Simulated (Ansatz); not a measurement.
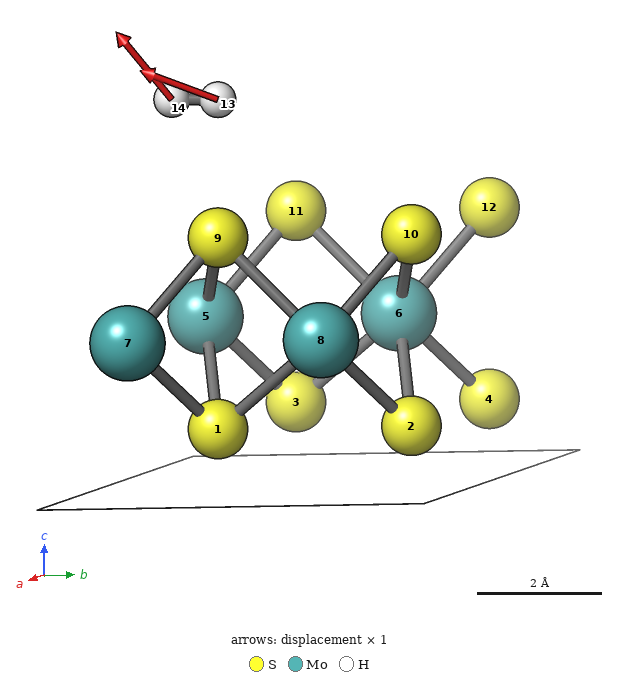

This is a constrained relaxation of a slab of composition Mo2HS4 (cut from the R3m phase). The starting structure is drawn; red arrows show the displacements, at their true length.

A ball-and-stick model of the cell of the calculation, outlined in the plane, without the vacuum, seen slightly off an axis.

Case: 1 H2 a cell, flat, over a top S site. The slab is the (0 0 1) face of MoS2 with H2 on it. 4 atoms are held fixed.

Theory: Ansatz 0.2.0, DFT PBE+D3(BJ), scalar-relativistic, plane waves, PAW. (plane-wave cutoff 420 eV; k-point mesh 3 × 3 × 1; occupations gaussian; smearing width 0.05 eV; no spin polarisation; dipole correction; atoms relaxed in a fixed cell; force threshold 0.04 eV/Å; at most 100 steps)

What happened in the run?

Over 18 accepted moves (21 points after the start) the energy falls by 0.444 eV per cell of the calculation. Largest force component: 1.4 eV/Å at the start, 0.006 eV/Å at the end. The line search rejected the trial steps at points 11, 13 of the run. 1 step only repeated the SCF at the same geometry. The forces were under the threshold at step 12, but the run went on from there. The largest move is that of H14, 1.46 Å at 39° to the normal (+c side). S and Mo stay in place. The cell doesn't change. Cost: 2.5 min on 4 threads of Arm Neoverse V2, with other jobs on the host, peak memory 1.4 GiB.

Limits of the set-up: the periodic images lie only 6.3 Å apart, so the values are limited by the cell's size.
